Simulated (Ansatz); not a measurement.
# Two runs on Ge

System: Ge (Fd-3m, 6 atoms in the cell).
Method of run 1: DFT LDA, scalar-relativistic, plane waves, PAW, no spin polarisation (Ansatz 0.2.0).

The structure derives from a Materials Project entry. Text and figures count atoms from 1; the logs count them from 0 in places.

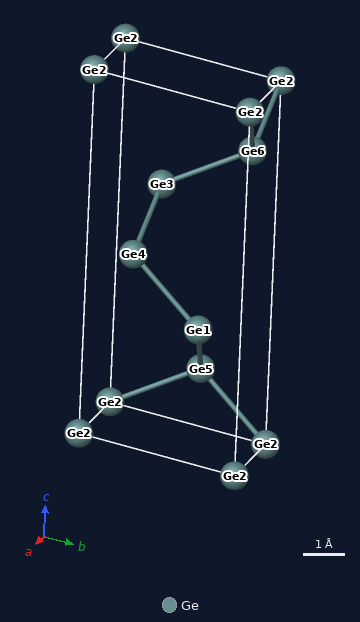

The input geometry (ball-and-stick view of the reduced cell, seen slightly off an axis; atoms are numbered from 1 in the order of the input). An atom can appear more than once, as a periodic image. Near neighbours in the periodic cell (some may lie outside the picture): Ge has 4 Ge at 2.43 Å.

## Input file, run 1
```yaml
crystal:
  lattice:
    - [5.6214484582, 0.0, 0.0]
    - [-2.8107242291, 8.4321726873, 0.0]
    - [-2.8107242291, 0.0, 2.8107242291]
  atoms:
    - { symbol: Ge, position: [0.3333333333, 0.6666666667, 0.0] }
    - { symbol: Ge, position: [0.0, 0.0, 0.0] }
    - { symbol: Ge, position: [0.6666666667, 0.3333333333, 0.0] }
    - { symbol: Ge, position: [0.75, 0.5, 0.5] }
    - { symbol: Ge, position: [0.4166666667, 0.8333333333, 0.5] }
    - { symbol: Ge, position: [0.0833333333, 0.1666666667, 0.5] }
basis:
  ecutwfc: 420
kpoints:
  mp_grid: { grid: [7, 4, 12] }
hamiltonian:
  xc: lda
scf:
  occupations: { method: gaussian, width: 0.1 }
output:
  forces: true
  stress: true
  eigenvalues: true
```

Command:
```bash
ansatz run input.yaml --threads 8 --pin off --max-ram 28672MiB --backend cpu --events-out ev --progress --plain --runs-dir out
```

Hardware: 8 threads of Intel Xeon @ 2.50GHz (Skylake/Cascade Lake), 32 GiB of memory available, shared host.

## Output, shortened to warnings, some set-up lines, iterations and results (run 1)
```
Warning: crystal.symmetry: narrowed to the stabiliser of the k-point mesh — unitary ops 48 → 6; excluded 42 operations that carry a point of the 7×4×12 mesh (shift [0, 0, 0]) off the mesh (the run samples exactly the mesh kpoints.mp_grid names, as under crystal.symmetry.detect: false, and its converged state has the mesh's symmetry, not the crystal's; ε∞, the Born charges and the force constants …
Basis set: ecut = 420 eV, 2625 PW (Γ)
Symmetry: 6 space group operations
k-points: 170 of 336
Initial density: superposition of atomic densities (neutral atoms: chi_scale 0, normalization atom), corrected by the library's trained network
[...]
SCF iter   1: F=—  HF=-25294.327608 eV  |F-HF|=—  |Δ(HF+E_count)|=         —  Δρ=4.93e-3  dr2=1.29e-2  ethr=1.77e-3  ⟨swp⟩=6.5  Hψ=30465  notcnv=0  defer=3
SCF iter   2: F=—  HF=-25294.320692 eV  |F-HF|=—  |Δ(HF+E_count)|=   6.92e-3  Δρ=2.90e-3  dr2=4.26e-3  ethr=1.54e-5  ⟨swp⟩=1.1  Hψ=10162  notcnv=0  defer=8
SCF iter   3: F=—  HF=-25294.320782 eV  |F-HF|=—  |Δ(HF+E_count)|=   9.01e-5  Δρ=8.29e-4  dr2=4.02e-4  ethr=5.07e-6  ⟨swp⟩=2.0  Hψ=13258  notcnv=0
SCF iter   4: F=—  HF=-25294.320266 eV  |F-HF|=—  |Δ(HF+E_count)|=   5.17e-4  Δρ=3.85e-4  dr2=1.04e-4  ethr=4.79e-7  ⟨swp⟩=2.0  Hψ=13289  notcnv=0
SCF iter   5: F=—  HF=-25294.320166 eV  |F-HF|=—  |Δ(HF+E_count)|=   9.95e-5  Δρ=5.19e-5  dr2=3.23e-6  ethr=1.24e-7  ⟨swp⟩=2.0  Hψ=15225  notcnv=0
SCF iter   6: F=—  HF=-25294.320140 eV  |F-HF|=—  |Δ(HF+E_count)|=   2.59e-5  Δρ=2.57e-5  dr2=3.60e-7  ethr=3.84e-9  ⟨swp⟩=2.0  Hψ=15299  notcnv=0
SCF iter   7: F=-25294.320140 eV  HF=-25294.320140 eV  |F-HF|=1.13e-7  |Δ(HF+E_count)|=   3.50e-7  Δρ=8.37e-6  dr2=4.25e-8  ethr=1.19e-10  ⟨swp⟩=6.8  Hψ=32217  notcnv=0
SCF 1 converged in 7 iterations: F = -25294.320140 eV  dr2 = 4.25e-8
SCF converged after 7 iterations
Free energy (F): -25294.320140 eV
Harris-Foulkes:  -25294.320140 eV  (|F-HF|=1.13e-7)
Internal energy: -25294.319570 eV  (E = F + TS)
E sigma→0 (E₀):  -25294.319855 eV
Entropy (-TS):   -0.000570 eV (-0.095 meV/atom)
Fermi energy:    8.563116 eV
--- Per-component energies (eV) ---
  E_band       = -910.852023
  E_kinetic    = 673.761766
  E_local      = -14771.164534  (includes V_loc(G=0)·N_el)
  E_nonlocal   = 2530.299648
  E_hartree    = 6475.766009
  E_xc         = -452.633505
  E_vxc        = -392.590919  (∫ρ·V_xc dr)
  E_paw        = -11648.238203  (= ΣΔE_a)
  E_vpaw       = -1902.723308  (= ΣTr[D̂ρ^β])
  E_aug_tail   = 0.001803  (compensation charges beyond the density's cutoff)
  E_ewald      = -8113.562512
  E_core_change = 11.449957  (= ΣΔE_core)
  E_smearing   = -0.000570  (= −TS)
  E_closure    = 0.000000  (closes the sum)
  Σ components = -25294.320140   (vs F -25294.320140, Δ=0.00e0)
--- Forces (eV/Å), atoms counted from 1 ---
  atom   1  Ge    -0.00016425     0.00132808    -0.00020912
  atom   2  Ge    -0.00016425     0.00132808    -0.00020912
  atom   3  Ge    -0.00016425     0.00132808    -0.00020912
  atom   4  Ge     0.00016425    -0.00132808     0.00020912
  atom   5  Ge     0.00016425    -0.00132808     0.00020912
  atom   6  Ge     0.00016425    -0.00132808     0.00020912
  max |Σ_I F_I| component: 4.34e-19 eV/Å
--- Stress (GPa, compression-positive) ---
        0.041424       0.003125       0.004090
        0.003125       0.038715      -0.000416
        0.004090      -0.000416       0.047364
  P = ⅓ Tr σ = 0.0425 GPa (0.425 kbar)
```

The input of run 2 differs as follows (lines with − go, lines with + come):
```diff
-  ecutwfc: 420
+  ecutwfc: "450 eV"
```

What does this change do to the results?

The free energy of run 2 is 0.44 meV per atom lower, which measures how much it depends on this numerical setting. More plane waves can only lower the energy of a fixed Hamiltonian, so the higher cutoff gives the lower value. The SCF takes 6 iterations against 7. The plane waves at Γ go from 2625 to 2865.

## Output, shortened to warnings, some set-up lines, iterations and results (run 2)
```
Warning: crystal.symmetry: narrowed to the stabiliser of the k-point mesh — unitary ops 48 → 6; excluded 42 operations that carry a point of the 7×4×12 mesh (shift [0, 0, 0]) off the mesh (the run samples exactly the mesh kpoints.mp_grid names, as under crystal.symmetry.detect: false, and its converged state has the mesh's symmetry, not the crystal's; ε∞, the Born charges and the force constants …
Basis set: ecut = 450 eV, 2865 PW (Γ)
Symmetry: 6 space group operations
k-points: 170 of 336
Initial density: superposition of atomic densities (neutral atoms: chi_scale 0, normalization atom), corrected by the library's trained network
[...]
SCF iter   1: F=—  HF=-25294.330436 eV  |F-HF|=—  |Δ(HF+E_count)|=         —  Δρ=4.93e-3  dr2=1.30e-2  ethr=1.77e-3  ⟨swp⟩=6.5  Hψ=30278  notcnv=0  defer=3
SCF iter   2: F=—  HF=-25294.323366 eV  |F-HF|=—  |Δ(HF+E_count)|=   7.07e-3  Δρ=2.87e-3  dr2=4.24e-3  ethr=1.55e-5  ⟨swp⟩=1.2  Hψ=10423  notcnv=0  defer=7
SCF iter   3: F=—  HF=-25294.323269 eV  |F-HF|=—  |Δ(HF+E_count)|=   9.70e-5  Δρ=7.26e-4  dr2=3.28e-4  ethr=5.05e-6  ⟨swp⟩=2.0  Hψ=13258  notcnv=0
SCF iter   4: F=—  HF=-25294.322819 eV  |F-HF|=—  |Δ(HF+E_count)|=   4.50e-4  Δρ=2.45e-4  dr2=4.75e-5  ethr=3.90e-7  ⟨swp⟩=2.0  Hψ=14552  notcnv=0
SCF iter   5: F=—  HF=-25294.322811 eV  |F-HF|=—  |Δ(HF+E_count)|=   7.86e-6  Δρ=1.09e-4  dr2=7.51e-6  ethr=5.66e-8  ⟨swp⟩=2.0  Hψ=15263  notcnv=0
SCF iter   6: F=-25294.322805 eV  HF=-25294.322805 eV  |F-HF|=4.24e-9  |Δ(HF+E_count)|=   5.70e-6  Δρ=2.29e-6  dr2=6.17e-9  ethr=1.19e-10  ⟨swp⟩=6.1  Hψ=37738  notcnv=0
SCF 1 converged in 6 iterations: F = -25294.322805 eV  dr2 = 6.17e-9
SCF converged after 6 iterations
Free energy (F): -25294.322805 eV
Harris-Foulkes:  -25294.322805 eV  (|F-HF|=4.24e-9)
Internal energy: -25294.322235 eV  (E = F + TS)
E sigma→0 (E₀):  -25294.322520 eV
Entropy (-TS):   -0.000570 eV (-0.095 meV/atom)
Fermi energy:    8.562941 eV
--- Per-component energies (eV) ---
  E_band       = -911.024694
  E_kinetic    = 673.698180
  E_local      = -14771.447842  (includes V_loc(G=0)·N_el)
  E_nonlocal   = 2530.730495
  E_hartree    = 6476.012349
  E_xc         = -452.612814
  E_vxc        = -392.564699  (∫ρ·V_xc dr)
  E_paw        = -11648.590060  (= ΣΔE_a)
  E_vpaw       = -1903.466868  (= ΣTr[D̂ρ^β])
  E_aug_tail   = 0.000012  (compensation charges beyond the density's cutoff)
  E_ewald      = -8113.562512
  E_core_change = 11.449957  (= ΣΔE_core)
  E_smearing   = -0.000570  (= −TS)
  E_closure    = 0.000000  (closes the sum)
  Σ components = -25294.322805   (vs F -25294.322805, Δ=0.00e0)
--- Forces (eV/Å), atoms counted from 1 ---
  atom   1  Ge    -0.00016509     0.00132926    -0.00020974
  atom   2  Ge    -0.00016509     0.00132926    -0.00020974
  atom   3  Ge    -0.00016509     0.00132926    -0.00020974
  atom   4  Ge     0.00016509    -0.00132926     0.00020974
  atom   5  Ge     0.00016509    -0.00132926     0.00020974
  atom   6  Ge     0.00016509    -0.00132926     0.00020974
  max |Σ_I F_I| component: 8.67e-19 eV/Å
--- Stress (GPa, compression-positive) ---
        0.041002       0.003070       0.004089
        0.003070       0.038330      -0.000424
        0.004089      -0.000424       0.046904
  P = ⅓ Tr σ = 0.0421 GPa (0.421 kbar)
```

## The two runs side by side

| quantity | run 1 | run 2 |
| --- | --- | --- |
| outcome | converged | converged |
| free energy per atom (eV) | −4215.7200 | −4215.7205 |
| gap on the mesh (eV) | 0.00 | 0.00 |
| pressure (GPa) | 0.04 | 0.04 |
| largest force (eV/Å) | 0.001 | 0.001 |
| SCF iterations | 7 | 6 |
| irreducible k-points | 170 | 170 |
| plane waves at Γ | 2625 | 2865 |
| wall time (shared host) | 7.2 s | 7.5 s |

For both runs: Warnings: the k-point mesh lowers the symmetry that the run can use.
